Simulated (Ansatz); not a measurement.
Run report: HfO₂, band-structure calculation (part 2 of 2)

Continued. System: HfO₂ (Pbca, 24 atoms in the cell). Method: DFT r2SCAN, scalar-relativistic, plane waves, PAW, no spin polarisation (Ansatz 0.2.0); cutoff 500 eV, 6×4×6 k-mesh, Gaussian smearing of 0.02 eV. The structure derives from an entry of the Crystallography Open Database.

Geometry of the input (Å; fractional positions):
```
5.0633  0.0000  0.0000
0.0000  10.0122  0.0000
0.0000  0.0000  5.2299
Hf 0.7454  0.8845  0.9649
Hf 0.2454  0.6155  0.0351
Hf 0.2546  0.3845  0.5351
Hf 0.7546  0.1155  0.4649
Hf 0.2546  0.1155  0.0351
Hf 0.7546  0.3845  0.9649
Hf 0.7454  0.6155  0.4649
Hf 0.2454  0.8845  0.5351
O  0.8725  0.7898  0.6258
O  0.3725  0.7102  0.3742
O  0.1275  0.2898  0.8742
O  0.6275  0.2102  0.1258
O  0.1275  0.2102  0.3742
O  0.6275  0.2898  0.6258
O  0.8725  0.7102  0.1258
O  0.3725  0.7898  0.8742
O  0.5023  0.9771  0.2615
O  0.0023  0.5229  0.7385
O  0.4977  0.4771  0.2385
O  0.9977  0.0229  0.7615
O  0.4977  0.0229  0.7385
O  0.9977  0.4771  0.2615
O  0.5023  0.5229  0.7615
O  0.0023  0.9771  0.2385
```

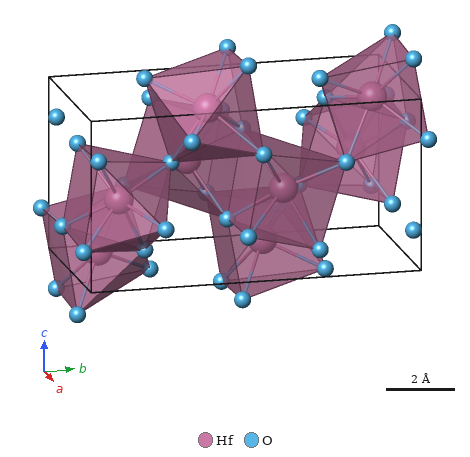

Fig. 1: The structure as given in the input (polyhedral view of the cell of the calculation, seen slightly off an axis; polyhedra are completed across the faces of the cell). An atom can appear more than once, as a periodic image.

Output, continued
```
  k-point 1: bands = ["-47.2888", "-47.2834", "-47.2750", "-47.2716", "-47.2683", "-47.2673", "-47.2670", "-47.2668", "-15.6855", "-15.6510", "-15.6420", "-15.5880", "-15.5622", "-15.5159", "-15.4561", "-15.4411", "-15.4306", "-15.3874", "-15.3697", "-15.3203", "-15.3192", "-15.3169", "-15.3153", "-15.2988", "-15.2921", "-15.2876", "-15.2523", "-15.2432", "-15.2046", "-15.1976", "-15.1925", "-15.1879", "-4.3975", "-3.8610", "-3.1752", "-3.0960", "-2.9514", "-2.9367", "-2.8905", "-2.8674",
      "-2.8492", "-2.4880", "-2.4824", "-2.3822", "-2.3755", "-2.2949", "-2.2575", "-2.2193", "4.3409", "4.3418", "4.3477", "4.3503", "4.3524", "4.3538", "4.3551", "4.3578", "4.3619", "4.3622", "4.3641", "4.3650", "4.3673", "4.3681", "4.3692", "4.3693", "4.3701", "4.3713", "4.3728", "4.3730", "4.3740", "4.3776", "4.3787", "4.3799", "4.3805", "4.3817", "4.3835", "4.3863", "4.3870", "4.3887", "4.3908", "4.3921",
      "4.3927", "4.3935", "4.3938", "4.3945", "4.3947", "4.3975", "4.4004", "4.4007", "4.4017", "4.4034", "4.4072", "4.4076", "4.4099", "4.4144", "4.4164", "4.4172", "4.4215", "4.4312", "4.4324", "4.4401", "4.4430", "4.4456", "4.4643", "4.5022", "9.2701", "9.2704", "9.3593", "9.4828", "9.4879", "9.7992", "10.0292", "10.0489", "10.3570", "10.4475", "10.6258", "10.7957", "10.7970", "11.1024", "11.1201", "11.2267",
      "11.3923", "11.4063", "11.4984", "11.6591", "11.7812", "12.1345", "12.1620", "12.1887", "12.3994", "12.4555", "12.6399", "12.6960", "12.7434", "12.9326", "12.9704", "13.0950", "13.1568", "13.3473", "13.3585", "13.4968", "13.6130", "13.6780", "13.8728", "13.9053", "13.9490", "14.0880", "14.1803", "14.2364", "14.2440", "14.3845", "14.5024", "14.5443", "19.6435", "20.1346", "20.1450", "20.3048", "20.4330", "20.5461", "20.6789", "20.7059",
      "20.8353", "20.8660", "21.1179", "21.2309", "21.5134", "21.5176", "21.5626", "21.5923", "21.9472", "21.9959", "22.1431", "22.2155", "22.3764", "22.7243", "22.8430", "22.9480", "23.2829", "23.5155", "23.5162", "23.5207", "23.6494", "23.8342", "23.8712", "24.1924", "24.3681", "24.5034", "24.5555", "24.5689", "24.9165", "25.2364", "25.5499", "25.5794", "25.5892", "25.8170", "26.4182", "27.2516", "28.3528", "28.7062", "28.7332", "28.7443",
      "28.8086", "29.3569", "29.3886", "29.4820", "29.5719", "30.0716", "30.2483", "30.4985", "30.7245", "30.8325", "30.8947", "31.0554"]
  k-point 2: bands = ["-47.2855", "-47.2814", "-47.2763", "-47.2758", "-47.2686", "-47.2678", "-47.2666", "-47.2663", "-15.6497", "-15.5961", "-15.5725", "-15.5651", "-15.5521", "-15.5427", "-15.4776", "-15.4669", "-15.4582", "-15.4372", "-15.4124", "-15.3394", "-15.3264", "-15.3222", "-15.2863", "-15.2846", "-15.2810", "-15.2777", "-15.2651", "-15.2430", "-15.2212", "-15.2077", "-15.2013", "-15.1937", "-4.0800", "-3.7322", "-3.3024", "-3.2881", "-2.8979", "-2.8803", "-2.8599", "-2.8414",
      "-2.7900", "-2.6009", "-2.4927", "-2.4608", "-2.3634", "-2.3301", "-2.3291", "-2.3128", "4.3400", "4.3457", "4.3463", "4.3482", "4.3507", "4.3509", "4.3575", "4.3579", "4.3587", "4.3598", "4.3614", "4.3655", "4.3656", "4.3659", "4.3691", "4.3696", "4.3707", "4.3744", "4.3752", "4.3753", "4.3754", "4.3774", "4.3784", "4.3786", "4.3804", "4.3817", "4.3843", "4.3878", "4.3882", "4.3892", "4.3898", "4.3909",
      "4.3911", "4.3913", "4.3945", "4.3954", "4.3964", "4.3975", "4.3976", "4.4002", "4.4010", "4.4045", "4.4052", "4.4122", "4.4128", "4.4135", "4.4191", "4.4204", "4.4270", "4.4289", "4.4296", "4.4353", "4.4398", "4.4472", "4.4634", "4.4762", "9.4545", "9.4864", "9.5637", "9.7045", "9.7615", "9.9588", "10.2031", "10.2654", "10.3941", "10.5962", "10.6067", "10.7060", "10.7961", "10.8010", "10.9857", "11.1360",
      "11.3342", "11.3625", "11.6991", "11.8401", "11.8830", "11.9862", "12.0310", "12.1756", "12.1812", "12.3173", "12.4720", "12.6347", "12.7085", "12.7692", "12.8292", "12.9275", "13.1945", "13.1970", "13.2039", "13.3676", "13.5823", "13.6851", "13.8335", "13.8485", "13.9998", "14.0657", "14.0792", "14.1078", "14.2241", "14.2495", "14.3775", "14.3820", "19.7516", "20.0872", "20.2826", "20.2876", "20.4285", "20.5671", "20.6864", "20.6990",
      "20.7481", "20.7687", "21.0866", "21.1012", "21.2120", "21.3780", "21.7313", "21.7408", "21.7798", "21.9482", "21.9549", "22.3575", "22.7584", "22.8840", "22.9376", "23.2562", "23.5357", "23.5883", "23.5981", "23.7412", "23.8690", "23.9891", "24.0478", "24.0785", "24.4045", "24.5573", "24.5639", "24.6630", "25.0861", "25.4619", "25.4620", "25.4736", "25.6169", "26.3326", "26.3492", "26.4533", "27.7638", "27.8988", "28.8958", "28.8963",
      "28.9427", "29.1586", "29.5661", "29.6680", "29.8499", "29.9903", "30.2409", "30.4447", "30.4484", "30.4728", "30.9460", "31.5382"]
  k-point 47: bands = ["-47.2738", "-47.2738", "-47.2738", "-47.2738", "-47.2732", "-47.2732", "-47.2732", "-47.2732", "-15.6222", "-15.6222", "-15.6222", "-15.6222", "-15.6213", "-15.6213", "-15.6213", "-15.6213", "-15.3022", "-15.3022", "-15.3022", "-15.3022", "-15.2975", "-15.2975", "-15.2975", "-15.2975", "-15.2300", "-15.2300", "-15.2300", "-15.2300", "-15.2222", "-15.2222", "-15.2222", "-15.2222", "-3.4144", "-3.4144", "-3.4144", "-3.4144", "-3.2452", "-3.2452", "-3.2452", "-3.2452",
      "-2.3922", "-2.3922", "-2.3922", "-2.3922", "-2.3465", "-2.3465", "-2.3465", "-2.3465", "4.3480", "4.3480", "4.3480", "4.3480", "4.3533", "4.3533", "4.3533", "4.3533", "4.3634", "4.3634", "4.3634", "4.3634", "4.3672", "4.3672", "4.3672", "4.3672", "4.3753", "4.3753", "4.3753", "4.3753", "4.3768", "4.3768", "4.3768", "4.3768", "4.3855", "4.3855", "4.3855", "4.3855", "4.3872", "4.3872", "4.3872", "4.3872",
      "4.3989", "4.3989", "4.3989", "4.3989", "4.3992", "4.3992", "4.3992", "4.3992", "4.4035", "4.4035", "4.4035", "4.4035", "4.4067", "4.4067", "4.4067", "4.4067", "4.4298", "4.4298", "4.4298", "4.4298", "4.4439", "4.4439", "4.4439", "4.4439", "10.2569", "10.2569", "10.2569", "10.2569", "10.2982", "10.2982", "10.2982", "10.2982", "10.5061", "10.5061", "10.5061", "10.5061", "11.1181", "11.1181", "11.1181", "11.1181",
      "11.6752", "11.6752", "11.6752", "11.6752", "11.7289", "11.7289", "11.7289", "11.7289", "12.2747", "12.2747", "12.2747", "12.2747", "12.5262", "12.5262", "12.5262", "12.5262", "13.2394", "13.2394", "13.2394", "13.2394", "13.2727", "13.2727", "13.2727", "13.2727", "13.8681", "13.8681", "13.8681", "13.8681", "13.9440", "13.9440", "13.9440", "13.9440", "20.0009", "20.0009", "20.0009", "20.0009", "20.3220", "20.3220", "20.3220", "20.3220",
      "21.1269", "21.1269", "21.1269", "21.1269", "21.3908", "21.3908", "21.3908", "21.3908", "22.3204", "22.3204", "22.3204", "22.3204", "22.4285", "22.4285", "22.4285", "22.4285", "23.6951", "23.6951", "23.6951", "23.6951", "23.8821", "23.8821", "23.8821", "23.8821", "25.1896", "25.1896", "25.1896", "25.1896", "25.6622", "25.6622", "25.6622", "25.6622", "26.9367", "26.9367", "26.9367", "26.9367", "27.1774", "27.1774", "27.1774", "27.1774",
      "29.0282", "29.0282", "29.0282", "29.0282", "29.5205", "29.5205", "29.5205", "29.5205", "32.2799", "32.2799", "32.2799", "32.2799"]
--- Löwdin populations: 24 sites ---
  site symbol       q [e]
     0     Hf     24.4824
     1     Hf     24.4824
     2     Hf     24.4824
     3     Hf     24.4824
     4     Hf     24.4824
     5     Hf     24.4824
     6     Hf     24.4824
     7     Hf     24.4824
     8      O      6.7121
     9      O      6.7121
    10      O      6.7121
    11      O      6.7121
    12      O      6.7121
    13      O      6.7121
    14      O      6.7121
    15      O      6.7121
    16      O      6.7072
    17      O      6.7072
    18      O      6.7072
    19      O      6.7072
    20      O      6.7072
    21      O      6.7072
    22      O      6.7072
    23      O      6.7072
  spilling = 0.002589 (of n_electrons = 304.000000)
```

File populations.tsv
```
# site	symbol	l	j	q
# orbitals = lowdin
# n_electrons = 304.000000
# spilling = 0.002589
0	Hf	0_5S	-	1.967413
0	Hf	0_6S	-	0.423419
0	Hf	1_5P	-	5.982992
0	Hf	2_5D	-	2.111820
0	Hf	3_4F	-	13.996729
1	Hf	0_5S	-	1.967413
1	Hf	0_6S	-	0.423419
1	Hf	1_5P	-	5.982992
1	Hf	2_5D	-	2.111820
1	Hf	3_4F	-	13.996729
2	Hf	0_5S	-	1.967413
2	Hf	0_6S	-	0.423419
2	Hf	1_5P	-	5.982992
2	Hf	2_5D	-	2.111820
2	Hf	3_4F	-	13.996729
3	Hf	0_5S	-	1.967413
3	Hf	0_6S	-	0.423419
3	Hf	1_5P	-	5.982992
3	Hf	2_5D	-	2.111820
3	Hf	3_4F	-	13.996729
4	Hf	0_5S	-	1.967413
4	Hf	0_6S	-	0.423419
4	Hf	1_5P	-	5.982992
4	Hf	2_5D	-	2.111820
4	Hf	3_4F	-	13.996729
5	Hf	0_5S	-	1.967413
5	Hf	0_6S	-	0.423419
5	Hf	1_5P	-	5.982992
5	Hf	2_5D	-	2.111820
5	Hf	3_4F	-	13.996729
6	Hf	0_5S	-	1.967413
6	Hf	0_6S	-	0.423419
6	Hf	1_5P	-	5.982992
6	Hf	2_5D	-	2.111820
6	Hf	3_4F	-	13.996729
7	Hf	0_5S	-	1.967413
7	Hf	0_6S	-	0.423419
7	Hf	1_5P	-	5.982992
7	Hf	2_5D	-	2.111820
7	Hf	3_4F	-	13.996729
8	O	0_2S	-	1.700761
8	O	1_2P	-	5.011312
9	O	0_2S	-	1.700761
9	O	1_2P	-	5.011312
10	O	0_2S	-	1.700761
10	O	1_2P	-	5.011312
11	O	0_2S	-	1.700761
11	O	1_2P	-	5.011312
12	O	0_2S	-	1.700761
12	O	1_2P	-	5.011312
13	O	0_2S	-	1.700761
13	O	1_2P	-	5.011312
14	O	0_2S	-	1.700761
14	O	1_2P	-	5.011312
15	O	0_2S	-	1.700761
15	O	1_2P	-	5.011312
16	O	0_2S	-	1.691873
16	O	1_2P	-	5.015292
17	O	0_2S	-	1.691873
17	O	1_2P	-	5.015292
18	O	0_2S	-	1.691873
18	O	1_2P	-	5.015292
19	O	0_2S	-	1.691873
19	O	1_2P	-	5.015292
20	O	0_2S	-	1.691873
20	O	1_2P	-	5.015292
21	O	0_2S	-	1.691873
21	O	1_2P	-	5.015292
22	O	0_2S	-	1.691873
22	O	1_2P	-	5.015292
23	O	0_2S	-	1.691873
23	O	1_2P	-	5.015292
```

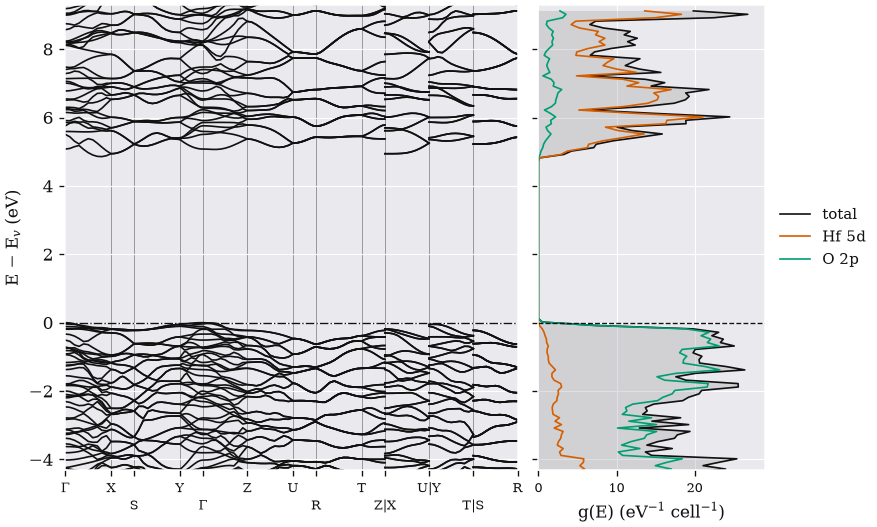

Fig. 2: Band structure along Γ–X–S–Y–Γ–Z–U–R–T–Z|X–U|Y–T|S–R and density of states (projected on Löwdin-orthogonalised atomic shells), with energies from the valence-band top. There is a gap of 4.86 eV on this path, indirect, from Γ to between Γ and X.

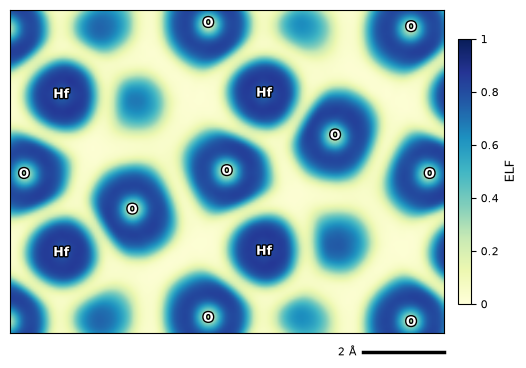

Fig. 3: Electron localisation function on the (101) plane of the conventional cell. Atoms in the plane: Hf and O. Hf–O (2.04 Å): the ELF peaks at about 0.85 in the valence shell of O, 0.6 Å from its nucleus, and drops to about 0.20 between the two atoms. Hf–O (2.14 Å): the ELF peaks at about 0.85 in the valence shell of O, 0.6 Å from its nucleus, and drops to about 0.15 between the two atoms. Hf–O (2.21 Å): the ELF peaks at about 0.85 in the valence shell of O, 0.6 Å from its nucleus, and drops to about 0.15 between the two atoms. The strong features right at Hf lie inside the PAW spheres (semicore, d or f shells) and say nothing about bonding. Core electrons are frozen (PAW), so the fields are smoothed inside the atomic spheres.

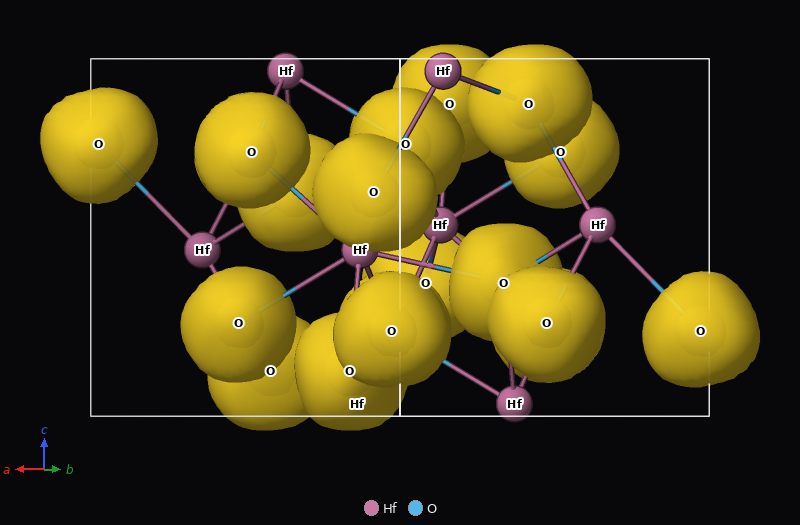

Fig. 4: Isosurface of the ELF at 0.7 (yellow), seen along [110]. Core shells and regions of very low density are left out. Sticks mark near contacts. The outline is the cell set on symmetry axes. Along the contacts the grid gives the following. Hf–O (2.04 Å): the ELF peaks at about 0.85 in the valence shell of O, 0.6 Å from its nucleus, and drops to about 0.20 between the two atoms. Hf–O (2.11 Å): the ELF peaks at about 0.85 in the valence shell of O, 0.6 Å from its nucleus, and drops to about 0.15 between the two atoms.

Results in brief

| quantity | value |
| --- | --- |
| outcome | converged |
| space group (tolerance 0.01 Å) | Pbca (61) |
| electrons treated | 304 |
| free energy | −135011.1049 eV |
| Fermi energy | 16.994 eV |
| gap on the k-point mesh | 4.84 eV |
| gap on the band path | 4.86 eV |
| pressure | −0.01 GPa |
| largest force (length of the vector) | 0.005 eV/Å |
| hardware | 4 threads of Intel Xeon (Sapphire Rapids), 32 GiB of memory available, shared host |
| wall time | 7.4 min (CPU time 29 min) |
| peak memory | 5.8 GiB |

Spin–orbit coupling is left out, which matters for Hf.
